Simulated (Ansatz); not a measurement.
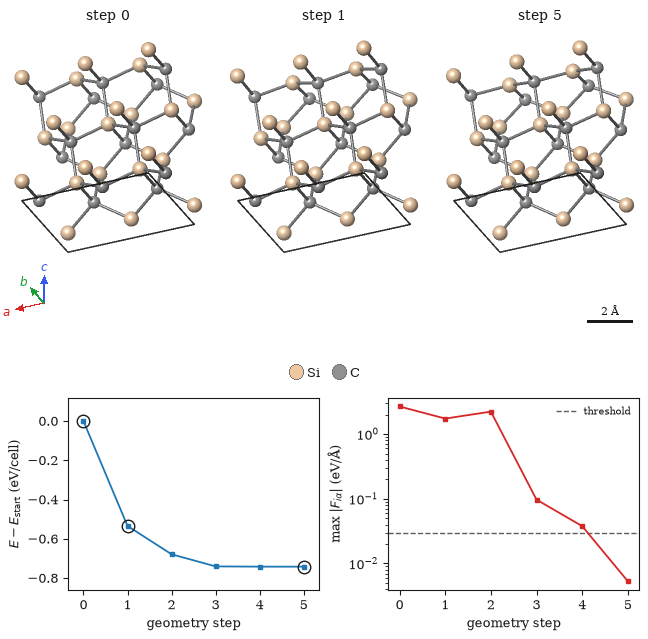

Frames of a constrained relaxation of a slab of composition SiC (cut from the P6_3mc phase), marked on the history of the run. A ball-and-stick model of the 2 × 1 repeat of the cell, outlined in the plane, without the vacuum, seen from a free direction.

Case: clean slab, lower half held. The slab is the (1 0 0) face of SiC. 6 atoms are held fixed.

Theory: DFT r2SCAN, scalar-relativistic, plane waves, PAW in Ansatz.

The input:
```yaml
crystal:
  lattice:
    - [3.0751950082, 0.0, 0.0]
    - [0.0, 5.0481668524, 0.0]
    - [0.0, 0.0, 23.2141263304]
  atoms:
    - { symbol: Si, position: [0.0, 0.9953971171, 0.3661563601] }
    - { symbol: C, position: [0.0, 0.6196028829, 0.3661563601] }
    - { symbol: Si, position: [0.5, 0.4953971171, 0.4043974001] }
    - { symbol: C, position: [0.5, 0.1196028829, 0.4043974001] }
    - { symbol: Si, position: [0.5, 0.9953971171, 0.48087948] }
    - { symbol: C, position: [0.5, 0.6196028829, 0.48087948] }
    - { symbol: Si, position: [0.0, 0.4953971171, 0.51912052] }
    - { symbol: C, position: [0.0, 0.1196028829, 0.51912052] }
    - { symbol: Si, position: [0.0, 0.9953971171, 0.5956025999] }
    - { symbol: C, position: [0.0, 0.6196028829, 0.5956025999] }
    - { symbol: Si, position: [0.5, 0.4953971171, 0.6338436399] }
    - { symbol: C, position: [0.5, 0.1196028829, 0.6338436399] }
basis:
  ecutwfc: 500
kpoints:
  mp_grid: { grid: [9, 5, 1] }
hamiltonian:
  xc: r2scan
scf:
  occupations: { method: gaussian, width: 0.05 }
output:
  forces: true
  eigenvalues: true
  write_density: true
  write_potential: true
  elf: true
  volumetric_format: npy
relax:
  adjacent_minimum: "off"
  f_tol: 0.03
  max_steps: 70
  constraints: [{ sites: [0, 1, 2, 3, 4, 5] }]
efield:
  axis: 3
  dipole_correction: true
  ramp_width: 0.04
```

Command:
```bash
ansatz run input.yaml --threads 4 --pin off --max-ram 10240MiB --backend cpu --events-out ev --progress --plain --runs-dir out
```

What happens along the run?

Answer. The largest move is that of Si11, 0.28 Å at 23° to the normal (−c side). By element the largest moves are Si 0.28 Å, C 0.12 Å. The lattice vectors keep their values. Some distances before and after: Si11–C12 1.897 → 1.727 Å, Si7–C10 1.883 → 1.969 Å, Si9–C12 1.883 → 1.815 Å, C8–Si9 1.883 → 1.946 Å. Bond angles that change, for instance: Si7–C10–Si11 109.5° → 98.5°, C10–Si11–C12 109.5° → 117.6°, C12–Si9–C12 109.5° → 115.8°. The energy falls by 0.742 eV per cell of the calculation in 5 geometry steps. Largest force component: 2.7 eV/Å at the start, 0.0053 eV/Å at the end. From step 0 to 1: Si11 moves most (0.18 Å), energy −0.534 eV per cell of the calculation. From step 1 to 5: Si11 moves most (0.11 Å), energy −0.208 eV per cell of the calculation.

```
step  E − E(0), meV/atom  largest force component, eV/Å
   0                0.00                         2.6643
   1              -44.54                         1.7335
   2              -56.57                         2.2181
   3              -61.72                         0.0969
   4              -61.82                         0.0378
   5              -61.83                         0.0053
```
